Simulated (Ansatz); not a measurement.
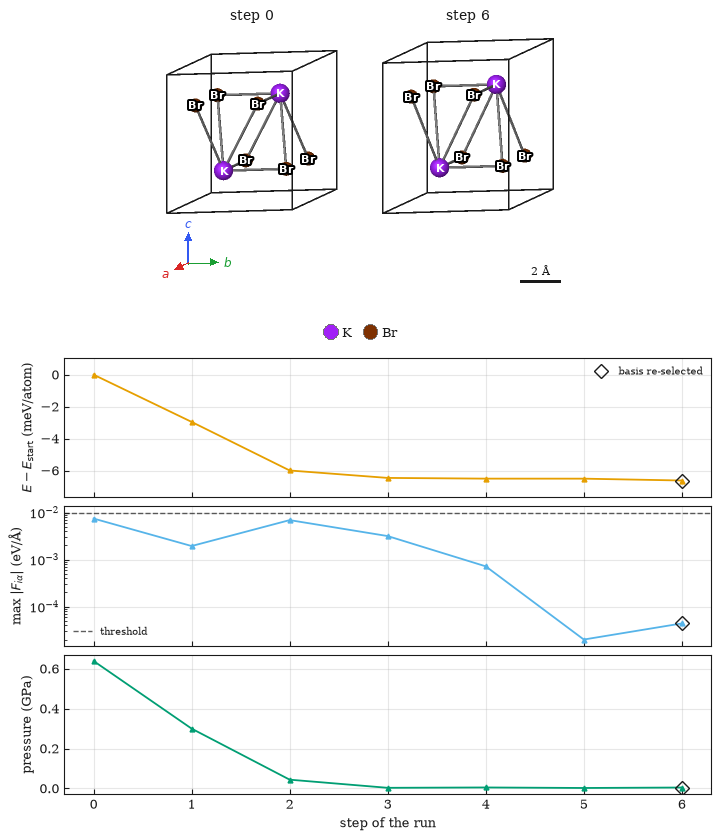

First and last geometry of a relaxation of a crystal of KBr$_{3}$ (built on the database_194 type), with the history of the run. A ball-and-stick model of the cell of the calculation, seen slightly off an axis.

Case: structure listed in a database for this formula (P6_3/mmc, No. 194).

Method: DFT PBE, scalar-relativistic, plane waves, PAW (Ansatz 0.2.0).

The input:
```yaml
crystal:
  lattice:
    - [6.4123585143, 0.0, 0.0]
    - [-3.2061792572, 5.5532653716, 0.0]
    - [0.0, 0.0, 7.0870377701]
  atoms:
    - { symbol: K, position: [0.33333333, 0.66666667, 0.75] }
    - { symbol: K, position: [0.66666667, 0.33333333, 0.25] }
    - { symbol: Br, position: [0.16755417, 0.33510834, 0.25] }
    - { symbol: Br, position: [0.16755417, 0.83244583, 0.25] }
    - { symbol: Br, position: [0.66489166, 0.83244583, 0.25] }
    - { symbol: Br, position: [0.83244583, 0.66489166, 0.75] }
    - { symbol: Br, position: [0.83244583, 0.16755417, 0.75] }
    - { symbol: Br, position: [0.33510834, 0.16755417, 0.75] }
basis:
  ecutwfc: 420
kpoints:
  mp_grid: { grid: [6, 6, 6] }
hamiltonian:
  xc: pbe
scf:
  occupations: { method: gaussian, width: 0.1 }
output:
  forces: true
  stress: true
  eigenvalues: true
relax:
  adjacent_minimum: "off"
  f_tol: 0.01
  max_steps: 80
  cell: { stress_tol: 0.05 }
```

Launched with:
```bash
ansatz run input.yaml --threads 1 --pin off --max-ram 2560MiB --backend cpu --events-out ev --progress --plain --runs-dir out
```

What do the curves and the structures tell?

Answer. It converged. The largest moves relative to the cell, 0.004 Å, are those of Br3, Br4, Br5, Br6, Br7 and Br8. Br7 goes along [1 −1 0]. K stays in place. Cell: a = b 6.412 → 6.438 Å (+0.4 %), c 7.087 → 7.693 Å (+8.6 %). Volume +9.4 %. Among the contacts that change: K1–Br3 3.993 → 4.270 Å, K1–Br6 3.206 → 3.219 Å. The space group stays P6_3/mmc (No. 194). The energy falls by 6.6 meV per atom in 5 accepted moves (6 points after the start). The largest force component goes from 0.0075 to under 0.0001 eV/Å. Pressure: 0.64 GPa at the start and 0.00 GPa at the end. At 1 point the geometry stayed and the basis and grid were re-selected for the new cell (energy shift of 0.1 meV per atom at most each time). Cost: 110 s on 1 thread of Arm Neoverse V1, with other jobs on the host, peak memory 0.56 GiB.
